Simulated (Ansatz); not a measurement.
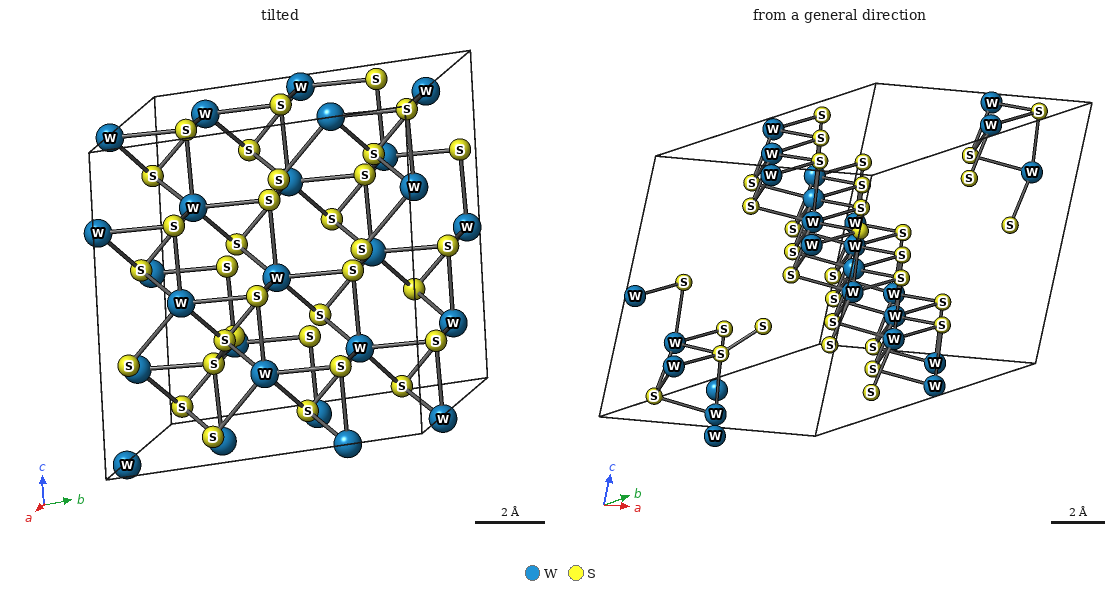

The figure gives a ball-and-stick picture of the atoms, viewed slightly off an axis and from a general direction. The parallelepiped is the supercell. The host is WS2, in a cell of 48 sites, and the cell is neutral.

Describe the defect.

Answer. An interstitial sulfur atom. It is bonded to one S at about 1.9 Å. Not all metal-metal contacts are counted.

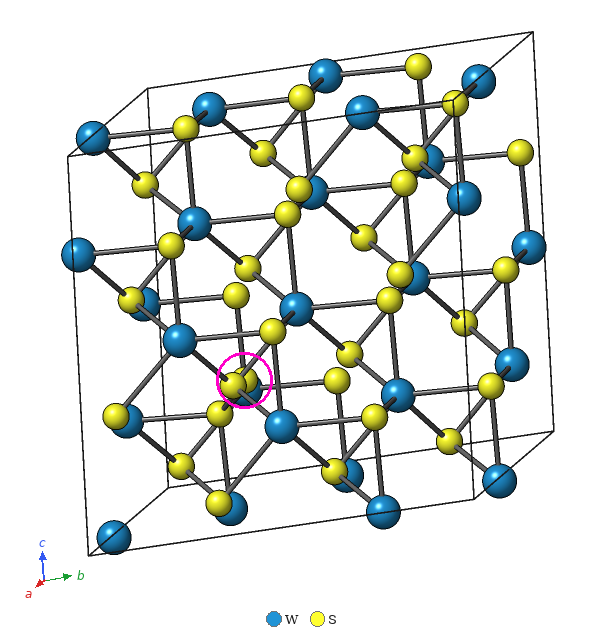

The same cell with a ring at the defect's site.

The atoms were relaxed in the host's cell with DFT PBE, scalar-relativistic, plane waves, PAW in Ansatz.
